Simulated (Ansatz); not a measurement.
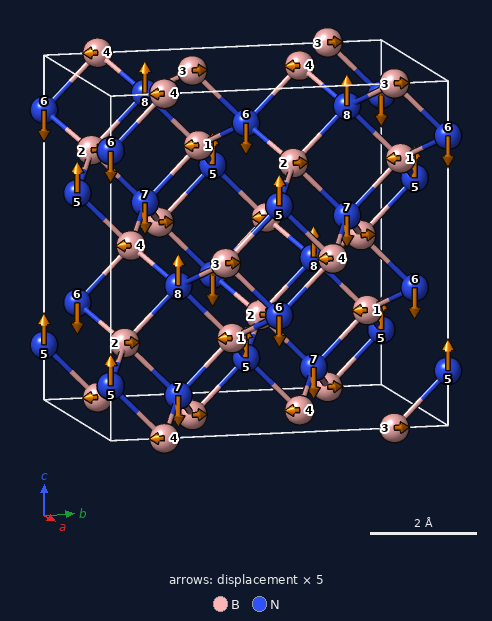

A relaxation of crystalline BN (a generated structure, set up in Fddd) (coarse preliminary run). The starting structure is drawn; orange arrows show the displacements (the part carried along by the change of the cell is left out), magnified 5 times.

A ball-and-stick model of the conventional cell (4 times the calculation's cell), seen slightly off an axis. Lengths and directions refer to the drawn axes.

Level of theory: DFT PBE, scalar-relativistic, plane waves, PAW (Ansatz 0.2.0). Set-up: plane-wave cutoff 420 eV; k-point mesh 6 × 6 × 6; occupations gaussian; smearing width 0.1 eV; no spin polarisation; cell and atoms relaxed; force threshold 0.04 eV/Å; at most 70 steps.

Question: Which element moves most?

Answer: Nitrogen: up to 0.13 Å, against 0.06 Å for boron.

Question: What happened in the run?

Answer: The largest moves relative to the cell, 0.13 Å, are those of N5, N6, N7 and N8. N6 goes along −c. By element the largest moves are N 0.13 Å, B 0.06 Å. The volume changes by +15.4 %, with a 4.824 → 5.017 Å (+4.0 %), b 6.604 → 7.047 Å (+6.7 %), c 6.604 → 6.864 Å (+3.9 %). Some distances before and after: B1–N7 1.484 → 1.613 Å, B1–N5 1.476 → 1.522 Å. Among the angles between lasting bonds that change: B1–N5–B2 131.9° → 141.8°, B3–N5–B4 90.0° → 81.9°, N7–B1–N8 90.0° → 98.1°. The space group stays Fddd (No. 70). The energy falls by 383 meV per atom in 6 accepted moves (8 points after the start). The largest force component goes from 6.5 to 0.0056 eV/Å. Pressure: 68.32 GPa at the start and 0.18 GPa at the end. At 2 points the geometry stayed and the basis and grid were re-selected for the new cell (energy shift of 9.3 meV per atom at most each time). Cost: 82 s on 1 thread of Intel(R) Xeon(R) Processor @ 2.50GHz (Skylake/Cascade Lake) (shared host), peak memory 0.39 GiB.
